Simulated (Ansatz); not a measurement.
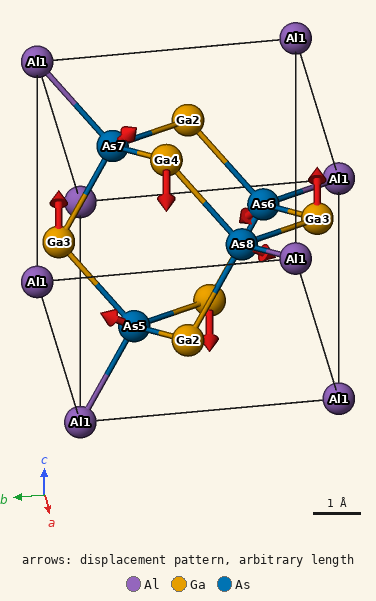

One vibrational mode of a crystal of AlGa$_{3}$As$_{4}$ (a generated structure) at the zone centre. The red arrows give the relative displacements of the atoms. A ball-and-stick model of the cell of the calculation, seen from a free direction.

Method: DFT PBEsol, scalar-relativistic, plane waves, PAW in Ansatz. Settings: plane-wave cutoff 420 eV; k-point mesh 6 × 6 × 6; occupations fixed; no spin polarisation.

Frequencies are those without the non-analytic (LO–TO) term.

**Describe the mode and give its frequency.**

This is the T₁ mode (triply degenerate; one member of the set is drawn) at 72 cm⁻¹, the lowest optical level, silent by symmetry (neither infrared- nor Raman-active). The Al atoms stay at rest; atoms of one kind move against one another, with no net shift of any sublattice; it mainly bends the Al–As, As–Ga bonds; the kinetic energy is shared as Ga 56 %, As 44 %.
